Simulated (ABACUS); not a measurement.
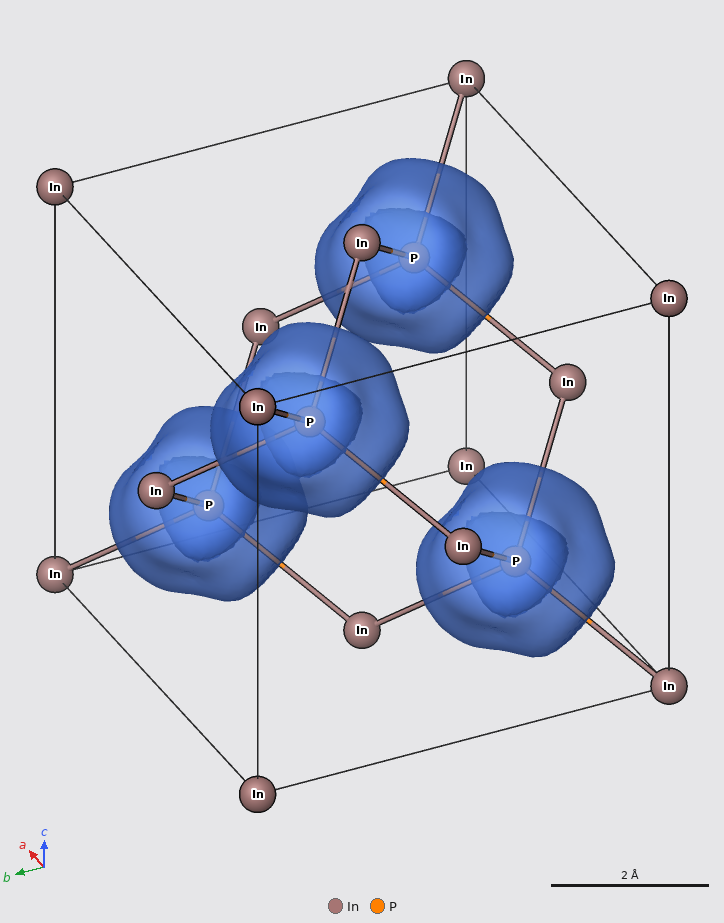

The picture shows: InP. Isosurface of the electron localisation function at 0.7 (blue), seen at an oblique angle. Core shells and regions of very low density are left out. Sticks mark near contacts.

Space group F-43m.

The calculation used ABACUS 3.10.1, Kohn-Sham DFT of a periodic cell, PBE0-type, SG15 ONCV 1.2 PBE.

```
In P
1.0
     5.86100    0.00000    0.00000
     0.00000    0.00000   -5.86100
     0.00000    5.86100    0.00000
In P
4 4
Direct
  0.50000 0.50000 0.00000
  0.00000 0.50000 0.50000
  0.00000 0.00000 0.00000
  0.50000 0.00000 0.50000
  0.75000 0.75000 0.25000
  0.25000 0.75000 0.75000
  0.25000 0.25000 0.25000
  0.75000 0.25000 0.75000
```

> Where are the electrons localised?

The surface consists of four regions wrapped around P (the valence shell of each), counted in one cell of 8 atoms. Any copies at cell faces, edges or corners count once. Profiles from the grid: In–P (2.54 Å): the ELF peaks at about 0.90 in the valence shell of P, 0.9 Å from its nucleus, and is about 0.50 at the midpoint.

> Does the calculation make it a metal, or give it a gap?

It is gapped, with a Kohn–Sham gap of 1.5 eV on the k-point mesh, an upper bound to the gap of this method.
